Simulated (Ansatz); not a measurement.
## Electronic structure of MgO in real space

```
CELL_PARAMETERS angstrom
-3.28053 0.00000 0.00000
0.00000 0.00000 10.51390
1.64026 2.84102 0.00000
ATOMIC_POSITIONS crystal
Mg 0.36168 0.96949 0.58923
Mg 0.98024 0.22082 0.05399
Mg 0.01976 0.72082 0.94601
Mg 0.63832 0.46949 0.41077
O 0.35471 0.78004 0.60826
O 0.97407 0.52964 0.07084
O 0.02593 0.02964 0.92916
O 0.64529 0.28004 0.39174
```

Space group P2₁; a structure from a database of computed crystals, not necessarily the ambient phase; not relaxed (largest force 0.3 eV/Å); PAW files of the earlier set (soft_1).

Computed with DFT PBE, scalar-relativistic, plane waves, PAW (Ansatz 0.2.0).

The density is the valence pseudo-density of a PAW calculation; it isn't the true density close to the nuclei.

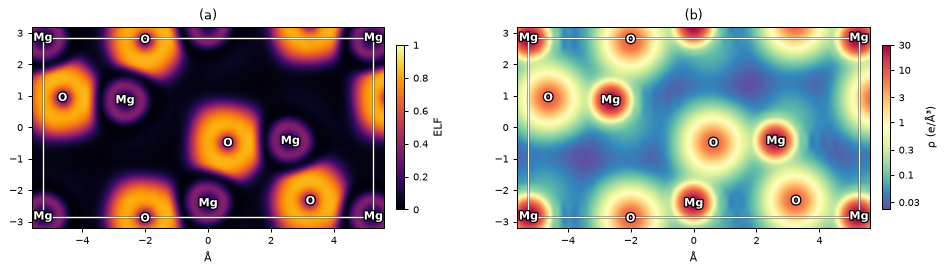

Figure 1. (a) ELF; (b) valence pseudo-density on the (101) plane of the conventional cell.

Question: Interpret the plot.

Answer:
- The section cuts through Mg and O sites.
- Mg–O (1.99 Å): ρ is about 0.45 e/Å³ halfway; the ELF peaks at about 0.85 in the valence shell of O, 0.7 Å from its nucleus, and is about 0.40 at the midpoint (a closed-shell, largely ionic contact).
- Mg–O (2.02 Å): ρ at the midpoint is about 0.4 e/Å³; the ELF peaks at about 0.85 in the valence shell of O, 0.6 Å from its nucleus, and is about 0.35 at the midpoint (a closed-shell, largely ionic contact).
- Mg–O (2.07 Å): ρ at the midpoint is about 0.37 e/Å³; the ELF peaks at about 0.85 in the valence shell of O, 0.7 Å from its nucleus, and is about 0.40 at the midpoint (a largely ionic contact).
- Between the atoms the lowest density in this plane is 0.02 e/Å³.

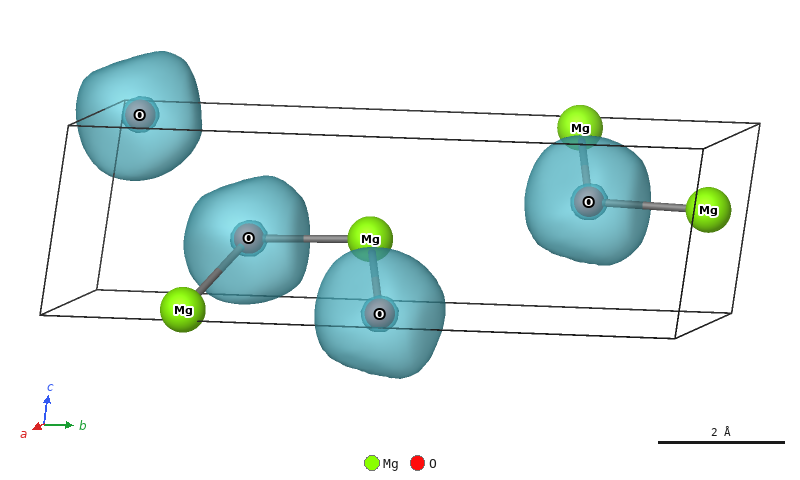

Figure 2. Isosurface of the electron localisation function at 0.6 (cyan), seen slightly off an axis. Core shells and regions of very low density are left out. Sticks mark near contacts.

Question: Identify the bonds, lone pairs and shells in this picture.

Answer: The ELF exceeds this value in four regions wrapped around O (the valence shell of each), counted in one cell of 8 atoms. Any copies at cell faces, edges or corners count once.


Mg–O (1.98 Å): the ELF peaks at about 0.85 in the valence shell of O, 0.7 Å from its nucleus, and is about 0.40 at the midpoint; an ionic contact with no shared pair.

Question: Metal or insulator at this level of theory?

Answer: It is gapped, with a Kohn–Sham gap of 3.3 eV on the k-point mesh (the band edges may lie off the mesh, which would make the gap smaller).
